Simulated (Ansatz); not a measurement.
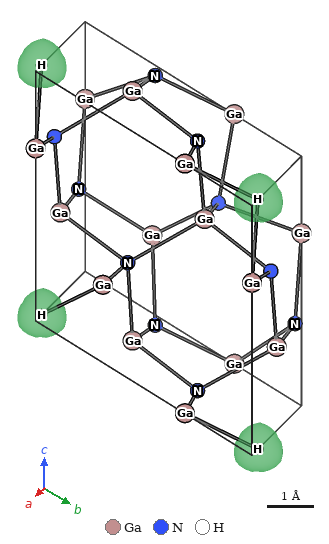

Figure. Ga$_{6}$HN$_{6}$ (cell charge −1, with a compensating background) (cell with a defect). Isosurface of the ELF at 0.9 (green), seen slightly off an axis. Core shells and regions of very low density are left out. Sticks mark near contacts.

All numbers below come from DFT PBE, scalar-relativistic, plane waves, PAW (Ansatz).

Core electrons are frozen (PAW), and the valence fields are smoothed inside the atomic spheres.

Question: What do the ELF domains correspond to?

Answer: The ELF exceeds this value in one region around a hydrogen nucleus, counted in one cell of 13 atoms. Any copies at cell faces, edges or corners count once.

Values along the shortest contacts:
Ga–H (1.84 Å): the ELF climbs to about 1 towards the hydrogen. Ga–N (1.93 Å): the ELF peaks at about 0.85 in the valence shell of N, 0.7 Å from its nucleus, and is about 0.50 at the midpoint.

Question: Does the calculation give a band gap?

Answer: It is gapped, with a Kohn–Sham gap of 1.2 eV on the k-point mesh (the band edges may lie off the mesh, which would make the gap smaller).
